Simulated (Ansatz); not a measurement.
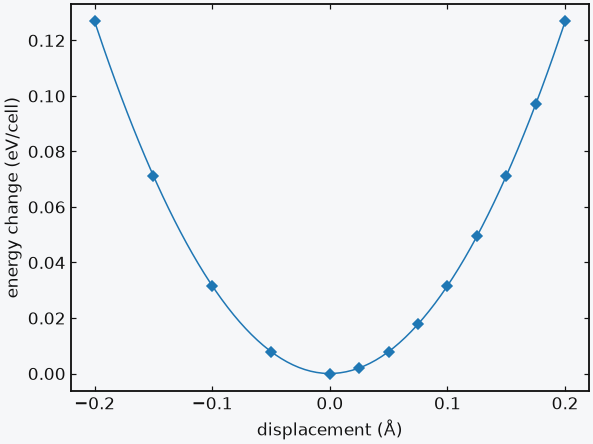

The plot gives the computed energy change against displacement for Al₃Cu, space group P4/mmm (No. 123).

Starting cell:
```xyz
4
Lattice="2.7738 0.0000 0.0000 0.0000 2.7738 0.0000 0.0000 0.0000 7.5919" Properties=species:S:1:pos:R:3 pbc="T T T"
Al    0.0000    0.0000    3.7959
Al    1.3869    1.3869    1.6903
Al    1.3869    1.3869    5.9016
Cu    0.0000    0.0000    0.0000
```

Method: all atoms of one element of a crystal moved along a line, all else fixed, by plane-wave density functional theory with PAW datasets, free energies less that of the undisturbed cell, pressure positive in compression; scalar-relativistic (Ansatz 0.2.0). Level: r2SCAN, no spin polarisation.

wave cutoff 500 eV; k mesh 18×18×6; occupations Gaussian; smearing width 0.15 eV; k shift (0, 0, 0) (mesh steps); start relaxed; moved element Al; direction (0, 0, −1) (Cartesian unit vector).

The points at displacement −0.15, −0.05, 0.1 and 0.2 follow from computed ones by symmetry.

From this curve and the settings, what does the calculation give for the force along the direction (sum over moved atoms) and pressure at the same points?

The force along the direction (sum over moved atoms) falls from 1.27 eV/Å at displacement −0.200 Å to −1.27 eV/Å at 0.200 Å, and changes sign near 0.000 Å. The pressure goes from 1.154 GPa at displacement −0.200 Å to 1.154 GPa at 0.200 Å, not monotonically, with a low of −0.014 GPa at 0.000 Å.

```json
{"displacement (Å)": "-0.200", "force along the direction (sum over moved atoms) (eV/Å)": "1.27", "pressure (GPa)": "1.154"}
{"displacement (Å)": "-0.150", "force along the direction (sum over moved atoms) (eV/Å)": "0.95", "pressure (GPa)": "0.644"}
{"displacement (Å)": "-0.100", "force along the direction (sum over moved atoms) (eV/Å)": "0.63", "pressure (GPa)": "0.279"}
{"displacement (Å)": "-0.050", "force along the direction (sum over moved atoms) (eV/Å)": "0.32", "pressure (GPa)": "0.060"}
{"displacement (Å)": "0.000", "force along the direction (sum over moved atoms) (eV/Å)": "0.00", "pressure (GPa)": "-0.014"}
{"displacement (Å)": "0.025", "force along the direction (sum over moved atoms) (eV/Å)": "-0.16", "pressure (GPa)": "0.005"}
{"displacement (Å)": "0.050", "force along the direction (sum over moved atoms) (eV/Å)": "-0.32", "pressure (GPa)": "0.060"}
{"displacement (Å)": "0.075", "force along the direction (sum over moved atoms) (eV/Å)": "-0.47", "pressure (GPa)": "0.151"}
{"displacement (Å)": "0.100", "force along the direction (sum over moved atoms) (eV/Å)": "-0.63", "pressure (GPa)": "0.279"}
{"displacement (Å)": "0.125", "force along the direction (sum over moved atoms) (eV/Å)": "-0.79", "pressure (GPa)": "0.444"}
{"displacement (Å)": "0.150", "force along the direction (sum over moved atoms) (eV/Å)": "-0.95", "pressure (GPa)": "0.644"}
{"displacement (Å)": "0.175", "force along the direction (sum over moved atoms) (eV/Å)": "-1.11", "pressure (GPa)": "0.881"}
{"displacement (Å)": "0.200", "force along the direction (sum over moved atoms) (eV/Å)": "-1.27", "pressure (GPa)": "1.154"}
```
